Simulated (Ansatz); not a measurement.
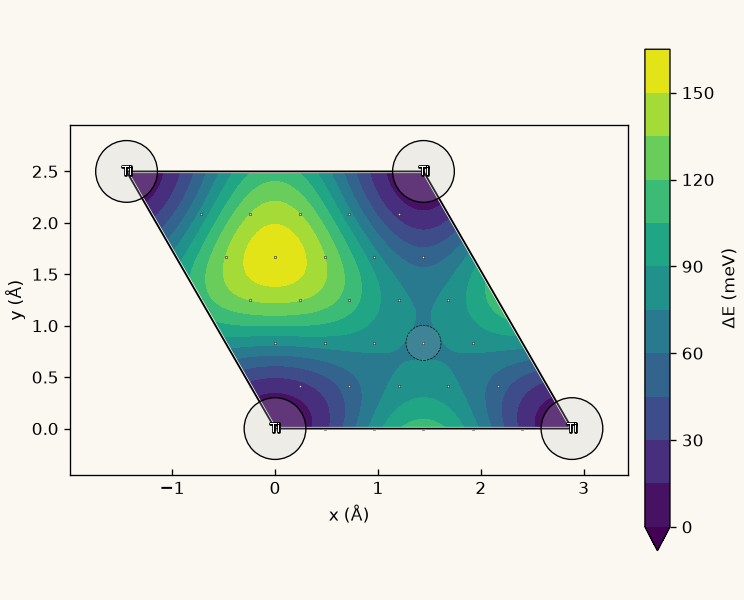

Si on a Ti(001) slab cut from the P6_3/mmc phase, its upper half relaxed before the scan (20 atoms of substrate and one adsorbate in a 2 × 2 cell). 
- Si is moved over the surface cell at a fixed height above a rigid substrate; the origin of the map has the adsorbate above Ti17; the height is held at 2.80 Å.
- Places are given modulo a cell vector. The map is drawn in real space over the plane of the surface.
- The scan uses a 6 × 6 grid; 10 points were computed and 26 follow by symmetry.
- Places are given in fractions of the 1 × 1 surface cell.
- All energies are given in meV relative to the lowest grid point.
- The runs have no spin polarisation, so an open-shell adsorbate far from the surface lies too high. At a fixed height the lowest place need not be the adsorption site.
- This map comes from DFT PBE+D3(BJ), scalar-relativistic, plane waves, PAW in Ansatz 0.2.0. Settings: cutoff 420 eV, k-mesh 6×6×1, gaussian smearing 0.1 eV, no spin polarisation.

The picture shows filled contours, dots at the grid points, labelled circles for the atoms of the top layer and small ones for the second layer, the outline of one cell of the plane. Between grid points the surface is interpolated.

The lowest grid point is at the top site over a surface Ti atom, (0/6, 0/6) of the cell vectors. The highest grid point, a threefold hollow, (2/6, 4/6) of the cell vectors, lies 160 meV above the lowest. On the interpolated surface the easiest way out of the lowest well to its copy in the next cell or period passes a barrier of about 75 meV. At the lowest point the adsorbate has 1 Ti at 2.80 Å as nearest neighbours, at the highest 3 Ti at 3.26 Å.

The scan is repeated with another setting: the height is held at 2.50 Å; all else is set up alike.

**How does the landscape change?**

The minimum (interpolated where it lies between grid points) moves from the top site over a surface Ti atom, (0/6, 0/6) of the cell vectors to a threefold hollow over a second-layer Ti atom, (4/6, 2/6) of the cell vectors. The span from the lowest to the highest grid point shrinks from 160 to 136 meV. The easiest pass out of the lowest well goes from about 75 to about 65 meV on the interpolated surfaces. In the new map: at the lowest point the adsorbate has 3 Ti at 3.00 Å as nearest neighbours, at the highest 3 Ti at 3.00 Å.

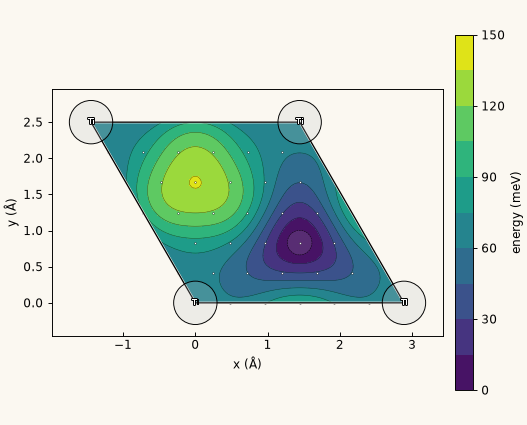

The map after the change, on a colour scale of its own. The picture shows filled contours, dots at the grid points, labelled circles for the atoms of the top layer and small ones for the second layer, the outline of one cell of the plane. Between grid points the surface is interpolated.

PAW datasets: the set soft_1.
